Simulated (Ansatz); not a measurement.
# Pb: 5 runs along one coordinate

System: Pb (2 atoms in the cell).
Method: DFT LDA, scalar-relativistic, plane waves, PAW, no spin polarisation (Ansatz 0.2.0).

The 5 runs differ only in the geometry, by a strain of the cell at fixed fractional positions. Against run 3, the strain is εxx = −0.98 η and εyy = η. The structure derives from a Materials Project entry.

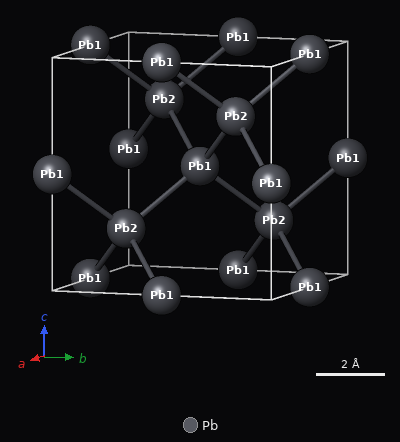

Figure 1. The structure of run 3 (ball-and-stick view of the cell 4 times as large as that of the calculation, set on its symmetry axes, seen slightly off an axis; atoms are numbered from 1 in the order of the input).

## Input of run 3
```yaml
crystal:
  lattice:
    - [0.0, 3.4046100549, 3.4390000555]
    - [3.4733900561, 0.0, 3.4390000555]
    - [3.4733900561, 3.4046100549, 0.0]
  atoms:
    - { symbol: Pb, position: [0.5, 0.5, 0.5] }
    - { symbol: Pb, position: [0.75, 0.75, 0.75] }
basis:
  ecutwfc: 420
kpoints:
  mp_grid: { grid: [12, 12, 12] }
hamiltonian:
  xc: lda
scf:
  occupations: { method: gaussian, width: 0.15 }
output:
  forces: true
  stress: true
  eigenvalues: true
```

Command:
```bash
ansatz run input.yaml --threads 1 --pin off --max-ram 1228MiB --backend cpu --events-out ev --progress --plain --runs-dir out
```

Run 2 differs from it as follows:
```diff
-    - [0.0, 3.4046100549, 3.4390000555]
-    - [3.4733900561, 0.0, 3.4390000555]
-    - [3.4733900561, 3.4046100549, 0.0]
+    - [0.0, 3.3358300538, 3.4390000555]
+    - [3.5421700572, 0.0, 3.4390000555]
+    - [3.5421700572, 3.3358300538, 0.0]
```

## Results, with one run withheld

| run | strain parameter η (%) | free energy per atom, from the lowest run given (meV) | pressure (GPa) |
| --- | --- | --- | --- |
| 1 | −2.5253 | 3.31 | −0.71 |
| 2 | −2.0202 | ? | ? |
| 3 | 0.0000 | 0.00 | −0.72 |
| 4 | 3.0303 | 0.90 | −0.72 |
| 5 | 5.0505 | 4.38 | −0.71 |

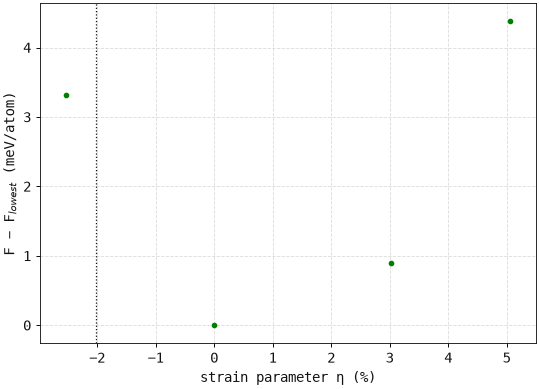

Figure 2. Free energy per atom of the runs given; the dotted line marks run 2.

What should run 2 give?

A quadratic polynomial in the coordinate, fitted to the 4 runs given, misses them by at most 0.02 meV per atom. With x = η − 1.3889, it reads F = −0.24001 + 0.21512 x + 0.28635 x² (meV per atom). At run 2 it gives 2.35 meV per atom, and the run itself gives 2.37. The fit has its minimum at η = 1.0133 %.

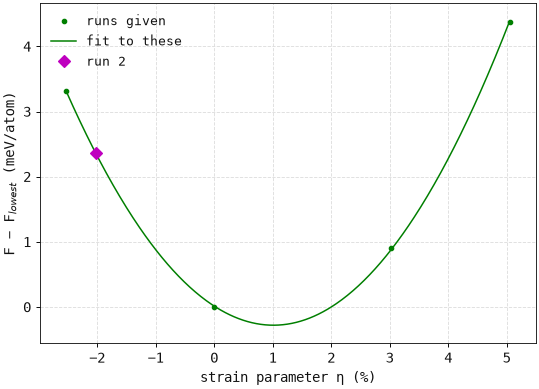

Figure 3. The fit and the withheld run.

## Output, shortened to warnings, some set-up lines, iterations and results (run 2)
```
Basis set: ecut = 420 eV, 1571 PW (Γ)
Symmetry: 8 space group operations
k-points: 280 of 1728
Initial density: superposition of atomic densities (neutral atoms: chi_scale 0, normalization atom), corrected by the library's trained network
[...]
SCF iter   1: F=—  HF=-23204.080731 eV  |F-HF|=—  |Δ(HF+E_count)|=         —  Δρ=4.04e-3  dr2=9.76e-3  ethr=1.77e-3  ⟨swp⟩=5.8  Hψ=26030  notcnv=0
SCF iter   2: F=—  HF=-23204.077075 eV  |F-HF|=—  |Δ(HF+E_count)|=   3.66e-3  Δρ=1.87e-3  dr2=2.41e-3  ethr=3.49e-5  ⟨swp⟩=2.4  Hψ=10846  notcnv=0
SCF iter   3: F=—  HF=-23204.076251 eV  |F-HF|=—  |Δ(HF+E_count)|=   8.24e-4  Δρ=2.64e-4  dr2=1.16e-4  ethr=8.61e-6  ⟨swp⟩=2.0  Hψ=8543  notcnv=0
SCF iter   4: F=—  HF=-23204.076296 eV  |F-HF|=—  |Δ(HF+E_count)|=   4.47e-5  Δρ=1.39e-4  dr2=3.89e-5  ethr=4.13e-7  ⟨swp⟩=2.0  Hψ=6080  notcnv=0
SCF iter   5: F=—  HF=-23204.076296 eV  |F-HF|=—  |Δ(HF+E_count)|=   5.16e-7  Δρ=3.55e-5  dr2=2.02e-6  ethr=1.39e-7  ⟨swp⟩=3.0  Hψ=8981  notcnv=0
SCF iter   6: F=-23204.076296 eV  HF=-23204.076296 eV  |F-HF|=3.00e-8  |Δ(HF+E_count)|=   3.12e-7  Δρ=1.10e-5  dr2=6.32e-8  ethr=3.57e-10  ⟨swp⟩=5.5  Hψ=26284  notcnv=0
SCF 1 converged in 6 iterations: F = -23204.076296 eV  dr2 = 6.32e-8
SCF converged after 6 iterations
Free energy (F): -23204.076296 eV
Harris-Foulkes:  -23204.076296 eV  (|F-HF|=3.00e-8)
Internal energy: -23204.068871 eV  (E = F + TS)
E sigma→0 (E₀):  -23204.072584 eV
Entropy (-TS):   -0.007425 eV (-3.712 meV/atom)
Fermi energy:    6.678648 eV
--- Per-component energies (eV) ---
  E_band       = -188.620418
  E_kinetic    = 581.873530
  E_local      = -2738.388122  (includes V_loc(G=0)·N_el)
  E_nonlocal   = 707.743089
  E_hartree    = 1103.153438
  E_xc         = -436.692628
  E_vxc        = -265.278645  (∫ρ·V_xc dr)
  E_paw        = -20209.600115  (= ΣΔE_a)
  E_vpaw       = -680.890905  (= ΣTr[D̂ρ^β])
  E_aug_tail   = 0.000094  (compensation charges beyond the density's cutoff)
  E_ewald      = -2212.002730
  E_core_change = -0.155427  (= ΣΔE_core)
  E_smearing   = -0.007425  (= −TS)
  E_closure    = 0.000000  (closes the sum)
  Σ components = -23204.076296   (vs F -23204.076296, Δ=0.00e0)
--- Forces (eV/Å), atoms counted from 1 ---
  atom   1  Pb    -0.00000000     0.00000000     0.00000000
  atom   2  Pb     0.00000000     0.00000000     0.00000000
  max |Σ_I F_I| component: 0.00e0 eV/Å
--- Stress (GPa, compression-positive) ---
       -1.086480       0.000000       0.000000
        0.000000      -0.354518       0.000000
        0.000000       0.000000      -0.699172
  P = ⅓ Tr σ = -0.7134 GPa (-7.134 kbar)
```

Notes: Spin–orbit coupling is left out, which matters for Pb.
